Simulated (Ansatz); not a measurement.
Input

```
crystal:
  lattice:
    - [4.54, 0.0, 0.0]
    - [-2.27, 3.9317553332, 0.0]
    - [0.0, 0.0, 3.87]
  atoms:
    - { symbol: Hg, position: [0.3333333333, 0.6666666667, 0.5] }
    - { symbol: Hg, position: [0.0, 0.0, 0.0] }
    - { symbol: Hg, position: [0.6666666667, 0.3333333333, 0.5] }
basis:
  ecutwfc: 420
  fft_grid_basis: typed
kpoints:
  mp_grid: { grid: [9, 9, 10] }
hamiltonian:
  xc: pbe
  pseudopotentials: { kind: paw }
scf:
  occupations: { method: gaussian, width: 0.05 }
  n_extra_bands: 6
output:
  forces: true
  stress: false
  eigenvalues: true
  bader: false
  write_density: false
  volumetric_format: npy
  band_densities:
    - { e_range: [-0.25, 0.25] }
    - { e_range: [-1.2, 0.0] }
    - { e_range: [0.0, 1.2] }
    - { e_range: [-10.1, -6.72] }
    - { e_range: [-6.72, -3.36] }
  dos:
    e_range: [-30, 8]
    de: 0.02
    method: { smearing: { sigma: 0.03, scheme: gaussian } }
    projected: { site_lists: { Hg: [Hg] } }
checkpoint:
  read: start.run
  write: ck
  compress: false
  write_wavefunctions: false
  write_every: 100000
```

Run with:

```sh
ansatz run input.yaml --threads 1 --pin off --max-ram 2560MiB --backend cpu --events-out ev --progress --plain --runs-dir out
```

The picture shows the conventional cell (a = 4.54 Å, b = 4.54 Å, c = 3.87 Å, α = 90.00°, β = 90.00°, γ = 120.00°).

Space group P6/mmm; the calculation finds a residual pressure of about 13 GPa at this fixed cell. Spin-orbit coupling, left out here, splits and shifts the levels of such heavy elements, by tenths of an eV up to several eV. So large a residual pressure suggests that the database cell is idealised or belongs to other conditions.

All numbers below come from Ansatz, DFT PBE, scalar-relativistic, plane waves, PAW.

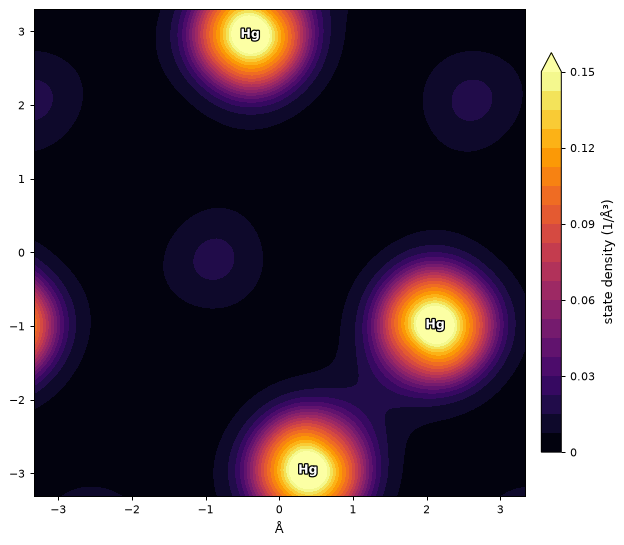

Hg. Density of the Kohn–Sham states from −10.1 to −6.7 eV about the Fermi level (the lower third of the occupied valence band), scaled to one electron a cell: a map on the (111) plane of the conventional cell.

In a PAW calculation such maps are meaningful between the atoms, not at the nuclei.

Question: Which atoms and orbitals make up these states?

Answer: Löwdin projections on the PAW files' atomic orbitals give Hg 5d (90 %).

Cost of the run: 14 s on 1 thread of Arm Neoverse N1, with other jobs on the host, peak memory 0.38 GiB.
